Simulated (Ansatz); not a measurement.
## Molecular dynamics, with input and output: C (part 2 of 2)

C (R-3m, 4 atoms in the cell); DFT, LDA, all-electron LAPW, scalar-relativistic, no spin polarisation (Ansatz 0.2.0); 5×9×9 k-mesh, Fermi–Dirac smearing of 0.08 eV. The structure derives from an entry of the Crystallography Open Database. It belongs to a series of runs on one base structure; here: 30 steps of 1.5 fs from 300 K, LAPW in place of PAW files.

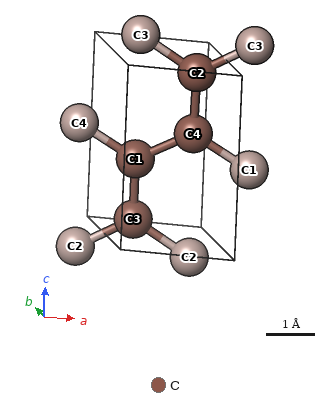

The geometry at step 15 of the log (ball-and-stick view of the reduced cell, seen slightly off an axis; neighbours outside the cell are drawn fainter; atoms are numbered from 1 in the order of the input).

File md.tsv, continued:
```
19	28.500000	-4.1156457591e3	1.1643023177e-1	nan	225.1861	6	-2.8776308601e0	nan	nan	nan	nan	nan	nan	nan	nan	nan	nan	nan	nan	nan	nan	nan	nan	0.0000000000e0
20	30.000000	-4.1156498309e3	1.2969864213e-1	nan	250.8484	7	-3.2572629944e0	nan	nan	nan	nan	nan	nan	nan	nan	nan	nan	nan	nan	nan	nan	nan	nan	0.0000000000e0
21	31.500000	-4.1156606148e3	1.3030418200e-1	nan	252.0195	7	-3.7176352069e0	nan	nan	nan	nan	nan	nan	nan	nan	nan	nan	nan	nan	nan	nan	nan	nan	0.0000000000e0
22	33.000000	-4.1156544564e3	1.2452274629e-1	nan	240.8377	5	-3.9325651502e0	nan	nan	nan	nan	nan	nan	nan	nan	nan	nan	nan	nan	nan	nan	nan	nan	0.0000000000e0
23	34.500000	-4.1156250149e3	8.4624181359e-2	nan	163.6705	4	-3.8582634997e0	nan	nan	nan	nan	nan	nan	nan	nan	nan	nan	nan	nan	nan	nan	nan	nan	0.0000000000e0
24	36.000000	-4.1155902563e3	5.5858736853e-2	nan	108.0356	5	-3.5293286633e0	nan	nan	nan	nan	nan	nan	nan	nan	nan	nan	nan	nan	nan	nan	nan	nan	0.0000000000e0
25	37.500000	-4.1155756762e3	4.2209589884e-2	nan	81.6370	6	-3.2517914082e0	nan	nan	nan	nan	nan	nan	nan	nan	nan	nan	nan	nan	nan	nan	nan	nan	0.0000000000e0
26	39.000000	-4.1156043679e3	7.4714182150e-2	nan	144.5037	5	-3.1741550025e0	nan	nan	nan	nan	nan	nan	nan	nan	nan	nan	nan	nan	nan	nan	nan	nan	0.0000000000e0
27	40.500000	-4.1156649836e3	1.4446162443e-1	nan	279.4013	7	-3.2372550305e0	nan	nan	nan	nan	nan	nan	nan	nan	nan	nan	nan	nan	nan	nan	nan	nan	0.0000000000e0
28	42.000000	-4.1157157258e3	1.8719181949e-1	nan	362.0451	5	-3.3282802709e0	nan	nan	nan	nan	nan	nan	nan	nan	nan	nan	nan	nan	nan	nan	nan	nan	0.0000000000e0
29	43.500000	-4.1157257356e3	1.9512883504e-1	nan	377.3960	7	-3.2280719628e0	nan	nan	nan	nan	nan	nan	nan	nan	nan	nan	nan	nan	nan	nan	nan	nan	0.0000000000e0
30	45.000000	-4.1156953042e3	1.6440862853e-1	nan	317.9805	7	-2.9655223636e0	nan	nan	nan	nan	nan	nan	nan	nan	nan	nan	nan	nan	nan	nan	nan	nan	0.0000000000e0
```

Trajectory as extended XYZ (Å, eV, eV/Å), 31 frames, from step=0 to step=30:
```
4
Lattice="2.4561 1.4180 6.6940 -1.2280 0.7090 3.3470 0.0000 -1.4180 3.3470" Properties=species:S:1:pos:R:3:forces:R:3 step=0 time_fs=0.0 energy=-4115.71996 temperature=225.0 pressure_GPa=-3.69
C     0.0000    0.0000    8.3943    0.0296   0.0171  -0.8975
C     1.2280    0.7090   11.7413    0.0296   0.0171  -0.8975
C     0.0000    0.0000    1.6467   -0.0296  -0.0171   0.8975
C     1.2280    0.7090    4.9937   -0.0296  -0.0171   0.8975
4
Lattice="2.4561 1.4180 6.6940 -1.2280 0.7090 3.3470 0.0000 -1.4180 3.3470" Properties=species:S:1:pos:R:3:forces:R:3 step=1 time_fs=1.5 energy=-4115.72344 temperature=196.2 pressure_GPa=-3.60
C     0.0005    0.0005    8.3961    0.1251  -0.2234  -0.8552
C     1.2204    0.7183   11.7315    0.6134  -0.7091  -0.6461
C     0.0022   -0.0060    1.6565   -0.3621   0.7561   0.6550
C     1.2322    0.7061    4.9930   -0.3763   0.1764   0.8464
4
Lattice="2.4561 1.4180 6.6940 -1.2280 0.7090 3.3470 0.0000 -1.4180 3.3470" Properties=species:S:1:pos:R:3:forces:R:3 step=2 time_fs=3.0 energy=-4115.71161 temperature=166.5 pressure_GPa=-3.41
C    -0.0003    0.0025    8.3972    0.2423  -0.5347  -0.7781
C     1.2146    0.7255   11.7212    1.0076  -1.3427  -0.3737
C     0.0026   -0.0118    1.6663   -0.5185   1.4711   0.3982
C     1.2360    0.7035    4.9943   -0.7314   0.4064   0.7536
4
Lattice="2.4561 1.4180 6.6940 -1.2280 0.7090 3.3470 0.0000 -1.4180 3.3470" Properties=species:S:1:pos:R:3:forces:R:3 step=3 time_fs=4.5 energy=-4115.69877 temperature=148.1 pressure_GPa=-3.25
C    -0.0005    0.0026    8.3969    0.2687  -0.7083  -0.6530
C     1.2109    0.7306   11.7105    1.1950  -1.7861  -0.0813
C     0.0010   -0.0154    1.6764   -0.5217   1.9544   0.1239
C     1.2382    0.7013    4.9976   -0.9419   0.5400   0.6103
4
Lattice="2.4561 1.4180 6.6940 -1.2280 0.7090 3.3470 0.0000 -1.4180 3.3470" Properties=species:S:1:pos:R:3:forces:R:3 step=4 time_fs=6.0 energy=-4115.69784 temperature=147.4 pressure_GPa=-3.24
C     0.0011    0.0005    8.3950    0.1381  -0.6714  -0.4915
C     1.2087    0.7329   11.6994    1.2271  -1.8708   0.2225
C    -0.0019   -0.0148    1.6864   -0.4222   2.0290  -0.1640
C     1.2384    0.7001    5.0020   -0.9430   0.5132   0.4330
4
Lattice="2.4561 1.4180 6.6940 -1.2280 0.7090 3.3470 0.0000 -1.4180 3.3470" Properties=species:S:1:pos:R:3:forces:R:3 step=5 time_fs=7.5 energy=-4115.70879 temperature=192.4 pressure_GPa=-3.36
C     0.0029   -0.0020    8.3917   -0.0776  -0.5408  -0.2973
C     1.2078    0.7309   11.6890    1.1343  -1.5101   0.5338
C    -0.0059   -0.0100    1.6971   -0.2652   1.6270  -0.4731
C     1.2364    0.6992    5.0068   -0.7915   0.4238   0.2366
4
Lattice="2.4561 1.4180 6.6940 -1.2280 0.7090 3.3470 0.0000 -1.4180 3.3470" Properties=species:S:1:pos:R:3:forces:R:3 step=6 time_fs=9.0 energy=-4115.71949 temperature=224.5 pressure_GPa=-3.57
C     0.0043   -0.0049    8.3870   -0.3422  -0.3158  -0.0769
C     1.2091    0.7242   11.6800    0.8728  -0.8157   0.8400
C    -0.0102   -0.0029    1.7081   -0.0471   0.8763  -0.7884
C     1.2321    0.6992    5.0122   -0.4835   0.2552   0.0253
4
Lattice="2.4561 1.4180 6.6940 -1.2280 0.7090 3.3470 0.0000 -1.4180 3.3470" Properties=species:S:1:pos:R:3:forces:R:3 step=7 time_fs=10.5 energy=-4115.71376 temperature=199.9 pressure_GPa=-3.79
C     0.0051   -0.0078    8.3824   -0.5963  -0.0332   0.1300
C     1.2132    0.7150   11.6724    0.4189  -0.0301   1.1117
C    -0.0139    0.0047    1.7179    0.2275   0.0037  -1.0691
C     1.2263    0.6997    5.0173   -0.0501   0.0596  -0.1727
4
Lattice="2.4561 1.4180 6.6940 -1.2280 0.7090 3.3470 0.0000 -1.4180 3.3470" Properties=species:S:1:pos:R:3:forces:R:3 step=8 time_fs=12.0 energy=-4115.68825 temperature=147.2 pressure_GPa=-3.89
C     0.0044   -0.0109    8.3786   -0.7230   0.2548   0.2932
C     1.2181    0.7067   11.6666   -0.1392   0.6680   1.3219
C    -0.0171    0.0132    1.7256    0.4939  -0.8565  -1.2849
C     1.2209    0.6993    5.0214    0.3684  -0.0663  -0.3302
4
Lattice="2.4561 1.4180 6.6940 -1.2280 0.7090 3.3470 0.0000 -1.4180 3.3470" Properties=species:S:1:pos:R:3:forces:R:3 step=9 time_fs=13.5 energy=-4115.65365 temperature=75.2 pressure_GPa=-3.86
C     0.0032   -0.0135    8.3755   -0.7213   0.4765   0.4048
C     1.2233    0.7004   11.6635   -0.7115   1.2166   1.4428
C    -0.0197    0.0212    1.7309    0.7672  -1.5869  -1.4167
C     1.2175    0.6982    5.0236    0.6656  -0.1061  -0.4308
4
Lattice="2.4561 1.4180 6.6940 -1.2280 0.7090 3.3470 0.0000 -1.4180 3.3470" Properties=species:S:1:pos:R:3:forces:R:3 step=10 time_fs=15.0 energy=-4115.62766 temperature=31.2 pressure_GPa=-3.74
C     0.0017   -0.0151    8.3737   -0.6048   0.6058   0.4615
C     1.2280    0.6962   11.6643   -1.1413   1.5611   1.4663
C    -0.0203    0.0268    1.7339    0.9283  -2.0885  -1.4588
C     1.2162    0.6967    5.0247    0.8178  -0.0784  -0.4691
4
Lattice="2.4561 1.4180 6.6940 -1.2280 0.7090 3.3470 0.0000 -1.4180 3.3470" Properties=species:S:1:pos:R:3:forces:R:3 step=11 time_fs=16.5 energy=-4115.62760 temperature=42.1 pressure_GPa=-3.65
C    -0.0007   -0.0171    8.3730   -0.3171   0.7496   0.4715
C     1.2294    0.6953   11.6682   -1.1802   1.5967   1.4209
C    -0.0169    0.0286    1.7342    0.6790  -2.2836  -1.4274
C     1.2163    0.6958    5.0258    0.8183  -0.0626  -0.4649
4
Lattice="2.4561 1.4180 6.6940 -1.2280 0.7090 3.3470 0.0000 -1.4180 3.3470" Properties=species:S:1:pos:R:3:forces:R:3 step=12 time_fs=18.0 energy=-4115.65328 temperature=110.3 pressure_GPa=-3.60
C    -0.0031   -0.0190    8.3733    0.0293   0.8407   0.4448
C     1.2270    0.6973   11.6752   -0.7817   1.3285   1.3092
C    -0.0098    0.0261    1.7318    0.0426  -2.1367  -1.3275
C     1.2175    0.6951    5.0270    0.7098  -0.0324  -0.4265
4
Lattice="2.4561 1.4180 6.6940 -1.2280 0.7090 3.3470 0.0000 -1.4180 3.3470" Properties=species:S:1:pos:R:3:forces:R:3 step=13 time_fs=19.5 energy=-4115.68859 temperature=177.2 pressure_GPa=-3.56
C    -0.0044   -0.0187    8.3751    0.3185   0.7579   0.3766
C     1.2223    0.7015   11.6856   -0.1919   0.8719   1.1118
C    -0.0020    0.0204    1.7271   -0.6382  -1.7160  -1.1426
C     1.2197    0.6941    5.0283    0.5116   0.0861  -0.3458
4
Lattice="2.4561 1.4180 6.6940 -1.2280 0.7090 3.3470 0.0000 -1.4180 3.3470" Properties=species:S:1:pos:R:3:forces:R:3 step=14 time_fs=21.0 energy=-4115.71707 temperature=250.7 pressure_GPa=-3.44
C    -0.0046   -0.0154    8.3776    0.4929   0.4797   0.2980
C     1.2168    0.7070   11.6985    0.4564   0.3168   0.8538
C     0.0055    0.0127    1.7208   -1.2141  -1.0853  -0.8969
C     1.2224    0.6933    5.0306    0.2648   0.2887  -0.2548
4
Lattice="2.4561 1.4180 6.6940 -1.2280 0.7090 3.3470 0.0000 -1.4180 3.3470" Properties=species:S:1:pos:R:3:forces:R:3 step=15 time_fs=22.5 energy=-4115.72988 temperature=358.4 pressure_GPa=-3.15
C    -0.0034   -0.0105    8.3797    0.4643   0.0138   0.2211
C     1.2111    0.7123   11.7138    1.0456  -0.3572   0.5276
C     0.0117    0.0016    1.7119   -1.5856  -0.2257  -0.5824
C     1.2243    0.6917    5.0337    0.0757   0.5691  -0.1663
4
Lattice="2.4561 1.4180 6.6940 -1.2280 0.7090 3.3470 0.0000 -1.4180 3.3470" Properties=species:S:1:pos:R:3:forces:R:3 step=16 time_fs=24.0 energy=-4115.72027 temperature=353.4 pressure_GPa=-2.92
C    -0.0012   -0.0069    8.3811    0.3388  -0.4405   0.1279
C     1.2072    0.7172   11.7310    1.4631  -1.1259   0.1386
C     0.0158   -0.0115    1.7005   -1.7193   0.7741  -0.2092
C     1.2262    0.6901    5.0360   -0.0826   0.7924  -0.0574
4
Lattice="2.4561 1.4180 6.6940 -1.2280 0.7090 3.3470 0.0000 -1.4180 3.3470" Properties=species:S:1:pos:R:3:forces:R:3 step=17 time_fs=25.5 energy=-4115.69236 temperature=337.6 pressure_GPa=-2.68
C     0.0019   -0.0048    8.3823    0.1878  -0.7715   0.0257
C     1.2066    0.7212   11.7494    1.6560  -1.8558  -0.2599
C     0.0178   -0.0238    1.6892   -1.6279   1.7311   0.1681
C     1.2290    0.6895    5.0379   -0.2159   0.8962   0.0661
4
Lattice="2.4561 1.4180 6.6940 -1.2280 0.7090 3.3470 0.0000 -1.4180 3.3470" Properties=species:S:1:pos:R:3:forces:R:3 step=18 time_fs=27.0 energy=-4115.66164 temperature=267.8 pressure_GPa=-2.66
C     0.0049   -0.0031    8.3846    0.0424  -1.0178  -0.0961
C     1.2101    0.7226   11.7667    1.5863  -2.3706  -0.6298
C     0.0174   -0.0338    1.6780   -1.3152   2.4637   0.5274
C     1.2322    0.6898    5.0396   -0.3135   0.9247   0.1985
4
Lattice="2.4561 1.4180 6.6940 -1.2280 0.7090 3.3470 0.0000 -1.4180 3.3470" Properties=species:S:1:pos:R:3:forces:R:3 step=19 time_fs=28.5 energy=-4115.64576 temperature=225.2 pressure_GPa=-2.88
C     0.0059   -0.0031    8.3879   -0.0241  -1.0906  -0.2410
C     1.2166    0.7196   11.7817    1.2768  -2.4667  -0.9632
C     0.0143   -0.0400    1.6675   -0.8851   2.7168   0.8583
C     1.2344    0.6904    5.0401   -0.3676   0.8405   0.3459
4
Lattice="2.4561 1.4180 6.6940 -1.2280 0.7090 3.3470 0.0000 -1.4180 3.3470" Properties=species:S:1:pos:R:3:forces:R:3 step=20 time_fs=30.0 energy=-4115.64983 temperature=250.8 pressure_GPa=-3.26
C     0.0064   -0.0052    8.3916   -0.0977  -0.9842  -0.3853
C     1.2246    0.7110   11.7940    0.8259  -2.0055  -1.2536
C     0.0086   -0.0418    1.6579   -0.3148   2.4052   1.1566
C     1.2365    0.6915    5.0402   -0.4134   0.5845   0.4824
4
Lattice="2.4561 1.4180 6.6940 -1.2280 0.7090 3.3470 0.0000 -1.4180 3.3470" Properties=species:S:1:pos:R:3:forces:R:3 step=21 time_fs=31.5 energy=-4115.66061 temperature=252.0 pressure_GPa=-3.72
C     0.0066   -0.0083    8.3935   -0.1665  -0.6680  -0.4846
C     1.2338    0.6982   11.8020    0.2617  -1.0396  -1.4640
C     0.0012   -0.0389    1.6499    0.4139   1.6208   1.3825
C     1.2389    0.6954    5.0403   -0.5090   0.0867   0.5661
4
Lattice="2.4561 1.4180 6.6940 -1.2280 0.7090 3.3470 0.0000 -1.4180 3.3470" Properties=species:S:1:pos:R:3:forces:R:3 step=22 time_fs=33.0 energy=-4115.65446 temperature=240.8 pressure_GPa=-3.93
C     0.0059   -0.0125    8.3930   -0.1851  -0.1829  -0.5111
C     1.2438    0.6846   11.8063   -0.4959   0.1110  -1.5735
C    -0.0062   -0.0317    1.6445    1.2008   0.5602   1.5016
C     1.2400    0.7008    5.0410   -0.5199  -0.4882   0.5829
4
Lattice="2.4561 1.4180 6.6940 -1.2280 0.7090 3.3470 0.0000 -1.4180 3.3470" Properties=species:S:1:pos:R:3:forces:R:3 step=23 time_fs=34.5 energy=-4115.62501 temperature=163.7 pressure_GPa=-3.86
C     0.0056   -0.0176    8.3913   -0.2070   0.3171  -0.4702
C     1.2534    0.6721   11.8070   -1.3403   1.1520  -1.5672
C    -0.0115   -0.0236    1.6425    1.9353  -0.4976   1.5055
C     1.2397    0.7046    5.0436   -0.3880  -0.9716   0.5318
4
Lattice="2.4561 1.4180 6.6940 -1.2280 0.7090 3.3470 0.0000 -1.4180 3.3470" Properties=species:S:1:pos:R:3:forces:R:3 step=24 time_fs=36.0 energy=-4115.59026 temperature=108.0 pressure_GPa=-3.53
C     0.0058   -0.0220    8.3899   -0.1900   0.7079  -0.3834
C     1.2608    0.6624   11.8047   -2.0237   1.9543  -1.4680
C    -0.0135   -0.0161    1.6439    2.4430  -1.3802   1.4233
C     1.2394    0.7063    5.0481   -0.2293  -1.2820   0.4281
4
Lattice="2.4561 1.4180 6.6940 -1.2280 0.7090 3.3470 0.0000 -1.4180 3.3470" Properties=species:S:1:pos:R:3:forces:R:3 step=25 time_fs=37.5 energy=-4115.57568 temperature=81.6 pressure_GPa=-3.25
C     0.0065   -0.0264    8.3892   -0.1087   1.0339  -0.2766
C     1.2649    0.6570   11.8009   -2.3176   2.3854  -1.3348
C    -0.0107   -0.0103    1.6473    2.4717  -1.9730   1.3136
C     1.2390    0.7061    5.0539   -0.0454  -1.4463   0.2978
4
Lattice="2.4561 1.4180 6.6940 -1.2280 0.7090 3.3470 0.0000 -1.4180 3.3470" Properties=species:S:1:pos:R:3:forces:R:3 step=26 time_fs=39.0 energy=-4115.60437 temperature=144.5 pressure_GPa=-3.17
C     0.0069   -0.0308    8.3887    0.0859   1.3005  -0.1639
C     1.2648    0.6590   11.7946   -2.1082   2.2389  -1.1807
C    -0.0028   -0.0078    1.6516    1.8579  -2.1068   1.1870
C     1.2382    0.7042    5.0591    0.1644  -1.4326   0.1576
4
Lattice="2.4561 1.4180 6.6940 -1.2280 0.7090 3.3470 0.0000 -1.4180 3.3470" Properties=species:S:1:pos:R:3:forces:R:3 step=27 time_fs=40.5 energy=-4115.66498 temperature=279.4 pressure_GPa=-3.24
C     0.0073   -0.0327    8.3871    0.3931   1.3080  -0.0218
C     1.2607    0.6679   11.7859   -1.4638   1.5692  -0.9829
C     0.0087   -0.0084    1.6573    0.7705  -1.7836   1.0186
C     1.2382    0.6993    5.0646    0.3001  -1.0935  -0.0139
4
Lattice="2.4561 1.4180 6.6940 -1.2280 0.7090 3.3470 0.0000 -1.4180 3.3470" Properties=species:S:1:pos:R:3:forces:R:3 step=28 time_fs=42.0 energy=-4115.71573 temperature=362.0 pressure_GPa=-3.33
C     0.0087   -0.0306    8.3852    0.6429   0.9931   0.1284
C     1.2539    0.6805   11.7763   -0.6290   0.6035  -0.7424
C     0.0218   -0.0119    1.6642   -0.4436  -1.1377   0.8098
C     1.2379    0.6918    5.0702    0.4297  -0.4588  -0.1959
4
Lattice="2.4561 1.4180 6.6940 -1.2280 0.7090 3.3470 0.0000 -1.4180 3.3470" Properties=species:S:1:pos:R:3:forces:R:3 step=29 time_fs=43.5 energy=-4115.72574 temperature=377.4 pressure_GPa=-3.23
C     0.0114   -0.0263    8.3845    0.7224   0.4556   0.2545
C     1.2457    0.6941   11.7666    0.1567  -0.4624  -0.4724
C     0.0343   -0.0175    1.6727   -1.4914  -0.3245   0.5694
C     1.2368    0.6828    5.0751    0.6124   0.3313  -0.3515
4
Lattice="2.4561 1.4180 6.6940 -1.2280 0.7090 3.3470 0.0000 -1.4180 3.3470" Properties=species:S:1:pos:R:3:forces:R:3 step=30 time_fs=45.0 energy=-4115.69530 temperature=318.0 pressure_GPa=-2.97
C     0.0160   -0.0220    8.3848    0.6307  -0.1897   0.3685
C     1.2376    0.7058   11.7568    0.8161  -1.4412  -0.1719
C     0.0440   -0.0237    1.6830   -2.1799   0.5260   0.2961
C     1.2369    0.6738    5.0795    0.7331   1.1049  -0.4927
```

This output came from the following input.

Input file:
```yaml
crystal:
  lattice:
    - [2.4560574228, 1.4180054142, 6.6940228996]
    - [-1.2280287114, 0.7090027071, 3.3470114498]
    - [0.0, -1.4180054142, 3.3470114498]
  atoms:
    - { symbol: C, position: [0.418, 0.836, 0.836] }
    - { symbol: C, position: [0.918, 0.836, 0.836] }
    - { symbol: C, position: [0.082, 0.164, 0.164] }
    - { symbol: C, position: [0.582, 0.164, 0.164] }
kpoints:
  mp_grid: { grid: [5, 9, 9] }
scf:
  occupations: { method: fermi_dirac, width: 0.08 }
hamiltonian:
  xc: lda
  pseudopotentials: { kind: all_electron, lapw: { basis_error: 0.001 } }
output:
  forces: true
  stress: true
md:
  timestep: 1.5
  n_steps: 30
  ensemble: nvt_langevin
  temperature: 300
  initial_velocities: maxwell_boltzmann
  seed: 152090
```

Run as:
```bash
ansatz run input.yaml --threads 2 --pin off --max-ram 4096MiB --backend cpu --events-out ev --progress --plain --runs-dir out
```

Results in brief:

```tsv
quantity	value
outcome	finished
mean temperature over the second half	258 K
trajectory	30 steps, 45 fs
ensemble	nvt_langevin
temperature in the input	300 K
time step	1.5 fs
space group of the start (tolerance 0.01 Å)	R-3m (166)
electrons in bands (core shells apart)	24
potential energy (free energy of the electrons) (last step)	−4115.6953 eV
Fermi energy (last step)	7.043 eV
pressure (without the kinetic term) (last step)	−3.47 GPa
largest force (length of the vector) (last step)	2.262 eV/Å
hardware	2 threads of AMD EPYC (Zen 5), 32 GiB of memory available, shared host
wall time	6.6 min (CPU time 13 min)
peak memory	0.77 GiB
```

Notes:

So short a trajectory is not equilibrated. The logged temperature at the start can lie below the typed one, since it is counted over all degrees of freedom.
